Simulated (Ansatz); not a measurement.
**Bi5Se3 (slab): density, localisation and related maps**

Input file:

```
crystal:
  lattice:
    - [4.2615963455, 0.0, 0.0]
    - [-2.1307981728, 3.6906506959, 0.0]
    - [0.0, 0.0, 43.0908237335]
  atoms:
    - { symbol: Bi, position: [0.0, 0.0, 0.1740509777] }
    - { symbol: Bi, position: [0.6666666667, 0.3333333333, 0.2146890767] }
    - { symbol: Se, position: [0.3333333333, 0.6666666667, 0.269592636] }
    - { symbol: Bi, position: [0.0, 0.0, 0.3049125465] }
    - { symbol: Se, position: [0.6666666667, 0.3333333333, 0.3471850136] }
    - { symbol: Bi, position: [0.3333333333, 0.6666666667, 0.3894574807] }
    - { symbol: Se, position: [0.0, 0.0, 0.4247773912] }
    - { symbol: Bi, position: [0.6666666667, 0.3333333333, 0.4796809505] }
    - { symbol: Bi, position: [0.3333333333, 0.6666666667, 0.5203190495] }
    - { symbol: Se, position: [0.0, 0.0, 0.5752226088] }
    - { symbol: Bi, position: [0.6666666667, 0.3333333333, 0.6105425193] }
    - { symbol: Se, position: [0.3333333333, 0.6666666667, 0.6528149864] }
    - { symbol: Bi, position: [0.0, 0.0, 0.6950874535] }
    - { symbol: Se, position: [0.6666666667, 0.3333333333, 0.730407364] }
    - { symbol: Bi, position: [0.3333333333, 0.6666666667, 0.7853109233] }
    - { symbol: Bi, position: [0.0, 0.0, 0.8259490223] }
basis:
  ecutwfc: 420
kpoints:
  mp_grid: { grid: [9, 9, 1] }
hamiltonian:
  xc: pbesol
scf:
  occupations: { method: gaussian, width: 0.1 }
output:
  forces: true
  stress: true
  eigenvalues: true
  write_density: true
  write_potential: true
  elf: true
  volumetric_format: npy
efield:
  axis: 3
  dipole_correction: true
  ramp_width: 0.04
```

Run with:

```sh
ansatz run input.yaml --threads 2 --pin off --max-ram 5120MiB --backend cpu --events-out ev --progress --plain --runs-dir out
```

Theory: DFT PBEsol, scalar-relativistic, plane waves, PAW (Ansatz).

In a PAW calculation such maps are meaningful between the atoms, not at the nuclei.

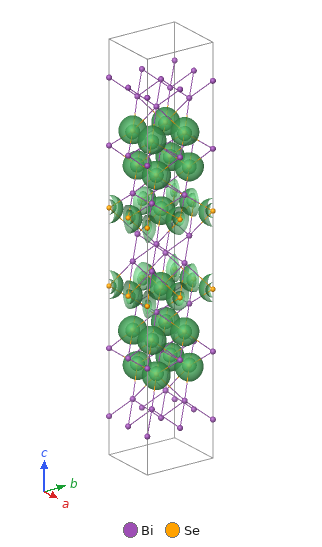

Figure 1. Isosurface of the electron localisation function at 0.7 (green), seen slightly off an axis. Core shells and regions of very low density are left out. Sticks mark near contacts.

### Describe the localisation domains.

At this value the surface marks out six regions wrapped around Se (the valence shell of each), counted in one cell of 16 atoms. Counts are for one cell; the picture repeats the cell along the surface. Along the contacts the grid gives the following. Bi–Se (2.89 Å): the ELF is about 0.45 at the midpoint and 0.35 at its lowest between the atoms. Bi–Bi (3.02 Å): the ELF reaches about 0.55 near the midpoint.

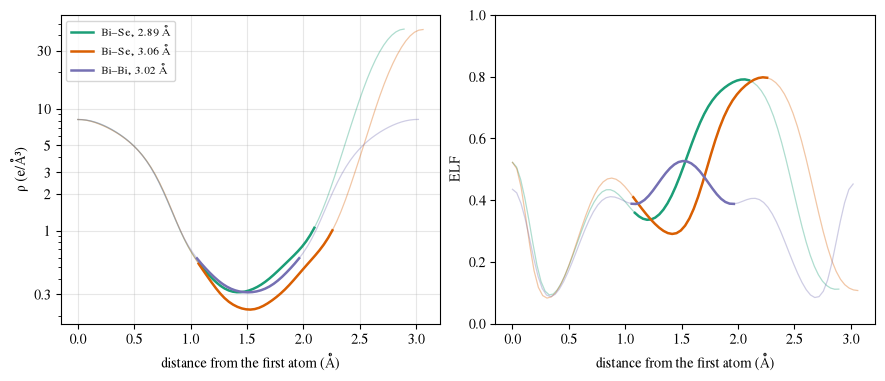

Figure 2. Valence pseudo-density and ELF along straight lines between neighbouring atoms. Thin, pale parts lie inside the atomic spheres.

### Compare the contacts.

Bi–Se (2.89 Å): ρ is about 0.31 e/Å³ halfway; the ELF is about 0.45 at the midpoint and 0.35 at its lowest between the atoms.
Bi–Se (3.06 Å): the density is about 0.22 e/Å³ at the midpoint; the ELF is about 0.30 at the midpoint.
Bi–Bi (3.02 Å): ρ is about 0.31 e/Å³ halfway; the ELF reaches about 0.55 near the midpoint.

### Metal or insulator at this level of theory?

It is metallic or semimetallic at this level of theory: no gap opens.
